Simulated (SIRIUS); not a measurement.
# Cr: 7 runs along one coordinate

System: Cr (1 atom in the cell).
Method: Kohn-Sham DFT of a periodic cell, PBEsol, dojo-sr-pbesol-0.4.1-standard, spin-polarised (SIRIUS 7.12.0).

The 7 runs differ only in the geometry, by an even scaling of the cell at fixed fractional positions. The structure derives from a Materials Project entry.

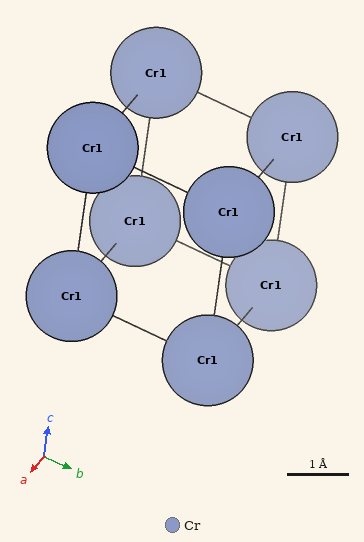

Figure 1. The structure of run 4 (spheres-only view of the cell of the calculation, seen at an oblique angle; atoms are numbered from 1 in the order of the input). An atom can appear more than once, as a periodic image.

### Input of run 4
```
{
  "control": {
    "processing_unit": "cpu",
    "verbosity": 2,
    "num_bands_to_print": 14,
    "print_forces": true,
    "print_stress": true
  },
  "parameters": {
    "electronic_structure_method": "pseudopotential",
    "xc_functionals": ["XC_GGA_X_PBE_SOL", "XC_GGA_C_PBE_SOL"],
    "gk_cutoff": 9.7,
    "pw_cutoff": 19.4,
    "ngridk": [12, 12, 12],
    "shiftk": [0, 0, 0],
    "smearing": "fermi_dirac",
    "smearing_width": 0.0018374661,
    "num_bands": 14,
    "num_mag_dims": 1,
    "num_dft_iter": 100,
    "energy_tol": 1e-08,
    "density_tol": 1e-06
  },
  "iterative_solver": {
    "type": "davidson",
    "min_tolerance": 1e-10
  },
  "mixer": {
    "type": "anderson",
    "beta": 0.5,
    "max_history": 8
  },
  "settings": {
    "tol_ne": 1e-10,
    "pseudo_grid_cutoff": 6.5,
    "smooth_initial_mag": true
  },
  "unit_cell": {
    "lattice_vectors": [
      [-2.805203336453, 2.805203336453, 2.805203336453],
      [2.805203336453, -2.805203336453, 2.805203336453],
      [2.805203336453, 2.805203336453, -2.805203336453]
    ],
    "atom_coordinate_units": "lattice",
    "atom_types": ["Cr"],
    "atom_files": {
      "Cr": "Cr.json"
    },
    "atoms": {
      "Cr": [
        [0.0, 0.0, 0.0, 0.0, 0.0, 3.0]
      ]
    }
  }
}
```

Command:
```bash
upf_to_json Cr.upf
OMP_NUM_THREADS=4 sirius.scf --input=sirius.json --output=out.json --task=0
```

Run 3 differs from it as follows:
```diff
-      [-2.805203336453, 2.805203336453, 2.805203336453],
-      [2.805203336453, -2.805203336453, 2.805203336453],
-      [2.805203336453, 2.805203336453, -2.805203336453]
+      [-2.786375901154, 2.786375901154, 2.786375901154],
+      [2.786375901154, -2.786375901154, 2.786375901154],
+      [2.786375901154, 2.786375901154, -2.786375901154]
```

### Results, with one run withheld

```csv
run,volume per atom (Å³),"free energy per atom, from the lowest run given (meV)",pressure (GPa)
1,12.299,0.00,−22.71
2,12.561,40.03,−26.34
3,12.823,?,?
4,13.084,136.14,−32.35
5,13.346,190.96,−34.82
6,13.608,249.56,−36.98
7,13.870,311.46,−38.87
```

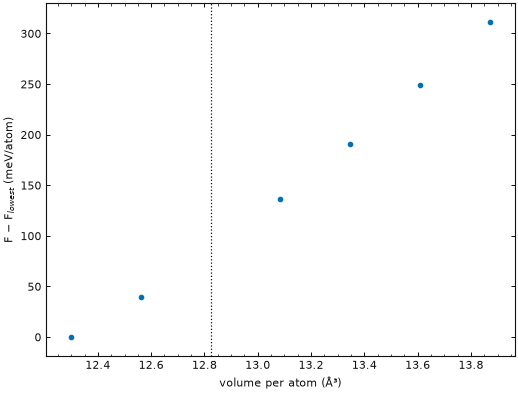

Figure 2. Free energy per atom of the runs given; the dotted line marks run 3.

Estimate the energy of run 3 from the others.

A cubic polynomial in V^(−2/3) (the Birch–Murnaghan form), fitted to the 6 runs given, misses them by at most 0.03 meV per atom. With x = V^(−2/3) − 0.17987 Å⁻², it reads F = 141.12 − 22203 x + 5.2294e+05 x² + 8.3063e+05 x³ (meV per atom). At run 3 it gives 85.73 meV per atom, and the run itself gives 85.63. The slope of the fit gives a pressure −dF/dV of −29.50 GPa there, and the run prints −29.54 GPa. The fit has no minimum inside this range.

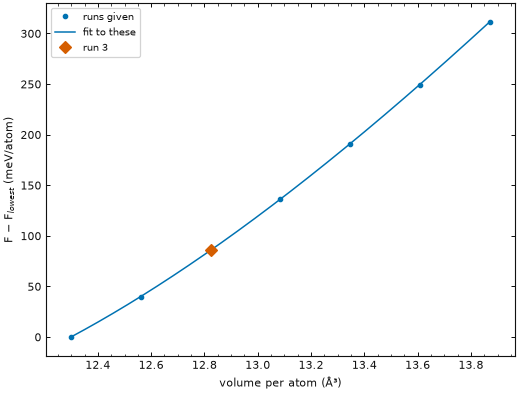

Figure 3. The fit and the withheld run.

### Some lines of the output (run 3)
```
[...]
[find] Efermi                         :       0.63257250
[find] Total energy                   :     -88.89617831 (Ha),    -177.79235661 (Ry)
[find] Free energy (E-TS)             :     -88.89641248 (Ha),    -177.79282496 (Ry)
[find] Efermi                         :       0.63252762
[find] Total energy                   :     -88.89617819 (Ha),    -177.79235639 (Ry)
[find] Free energy (E-TS)             :     -88.89641254 (Ha),    -177.79282508 (Ry)
[find] Efermi                         :       0.63256016
[find] Total energy                   :     -88.89617828 (Ha),    -177.79235656 (Ry)
[find] Free energy (E-TS)             :     -88.89641255 (Ha),    -177.79282511 (Ry)
[find] Efermi                         :       0.63254690
[find] Total energy                   :     -88.89617829 (Ha),    -177.79235657 (Ry)
[find] Efermi                         :       0.63254600
[find] Total energy                   :     -88.89617828 (Ha),    -177.79235657 (Ry)
[find] Efermi                         :       0.63254648
```

Notes: Points of doubt noted for this run: start moment lost.
